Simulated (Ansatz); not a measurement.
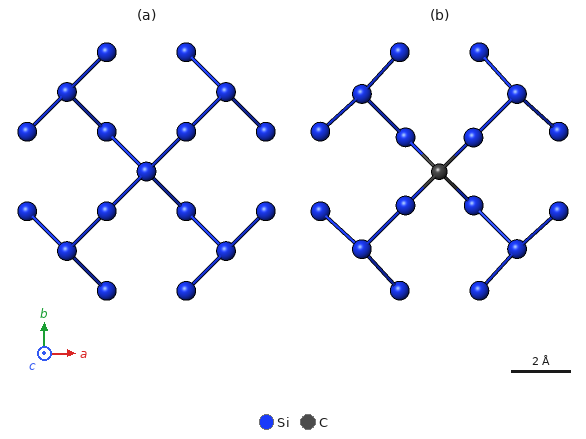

Left: perfect Si. Right: the same region with one point defect, after relaxing the atoms in a supercell of 64 sites. Style: ball-and-stick. Shown: the atoms within 5.4 Å of one point, in a slice 5.0 Å thick across the line of sight, along the c axis.

Theory: DFT, PBEsol, PAW, plane waves in Ansatz 0.2.0. Settings: plane-wave cutoff 420 eV; k-point mesh 1 × 1 × 1; mesh shifted by (0.25, 0.25, 0.25); no spin polarisation. Fermi-Dirac smearing of 0.01 eV. The axes drawn are those of the host's conventional cell.

### Which defect is it?

A silicon atom is replaced by carbon.

The charge state of the cell is 0.

### How does the lattice respond?

In the host the Si atom has 4 Si at 2.35 Å; the C atom ends with 4 Si at 2.01 to 2.02 Å. Of the host's atoms, a silicon atom moves furthest from its site, by 0.34 Å.
